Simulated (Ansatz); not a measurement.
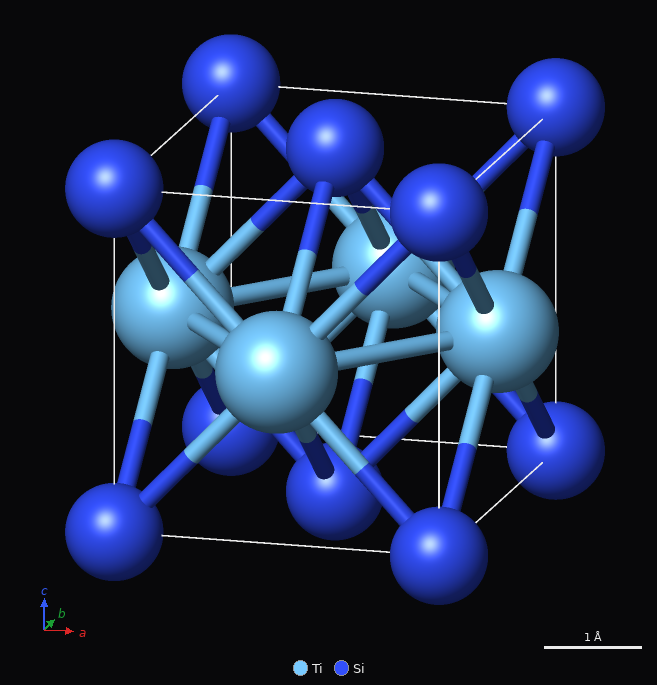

The crystal in a ball-and-stick representation, seen slightly off an axis. The box is the conventional unit cell; atoms on or close to its faces, edges and corners are drawn wherever they repeat.

TiSi, space group Cmmm (No. 65), a = 3.49 Å, b = 4.40 Å, c = 3.67 Å, α = 90.00°, β = 90.00°, γ = 90.00°.

Theory: Ansatz 0.2.0, DFT PBEsol, scalar-relativistic, plane waves, PAW. Numerical settings: plane waves up to 420 eV, k-points about 0.10 Å⁻¹ apart, Gaussian smearing of 0.15 eV, no spin polarisation.

**Does it come out as a metal, or with a gap?**

A metal: bands cross the Fermi level.

**What is the pressure at this volume?**

The computed pressure is 3.2 GPa (compressed: it would expand). The stress isn't hydrostatic: its largest component is 6.8 GPa.

The structure comes from a structure listed in the Materials Project. The cell was then strained or its atoms displaced on purpose. A calculation with Ansatz used it as input.
